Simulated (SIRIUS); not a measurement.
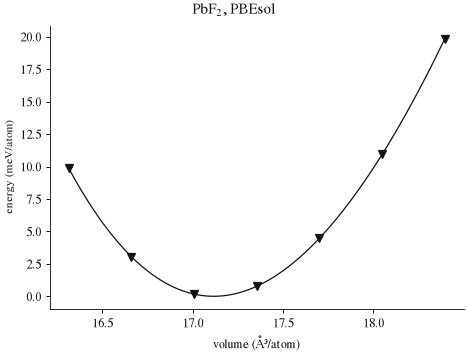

The picture above shows the energy against volume for PbF₂, space group Fm-3m (No. 225).

Starting cell:
```cif
data_structure
_symmetry_space_group_name_H-M 'P 1'
_symmetry_Int_Tables_number 1
_cell_length_a 4.1912
_cell_length_b 4.1912
_cell_length_c 4.1912
_cell_angle_alpha 60.000
_cell_angle_beta 60.000
_cell_angle_gamma 60.000
_cell_volume 52.06
loop_
_atom_site_label
_atom_site_type_symbol
_atom_site_fract_x
_atom_site_fract_y
_atom_site_fract_z
_atom_site_occupancy
Pb1 Pb 0.00000 0.00000 0.00000 1
F1 F 0.75000 0.75000 0.75000 1
F2 F 0.25000 0.25000 0.25000 1
```

Method: plane-wave DFT, no spin polarisation; energies at scaled volumes of the given cell, shape and fractions fixed, counted from the fit's minimum, third-order Birch-Murnaghan fit (SIRIUS 7.10.0). Level: PBEsol.

- k mesh: 8×8×8
- occupations: Fermi–Dirac
- smearing width: 0.05 eV
- potentials: dojo sr pbesol 0.4.1 standard
- wave cutoff: 1152 eV
- density cutoff: 4606 eV

This calculation gives: equilibrium volume 17.12 Å³/atom and bulk modulus 76.5 GPa.

Now Pb is replaced by Cd on all its sites, which gives CdF₂ in the same structure. The second calculation uses wave cutoff 1387.917 eV and k mesh 9×9×9. How do these quantities change?

The equilibrium volume falls from 17.12 to 13.00 Å³/atom (−24 %) and the bulk modulus rises from 76.5 to 108.5 GPa (+42 %).

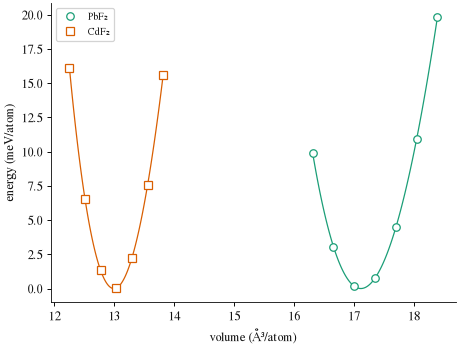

The two results together.

For PbF₂, limits of the calculation: spin-orbit coupling left out, heavy elements.

V0 and the bulk modulus come from third-order Birch–Murnaghan fits.
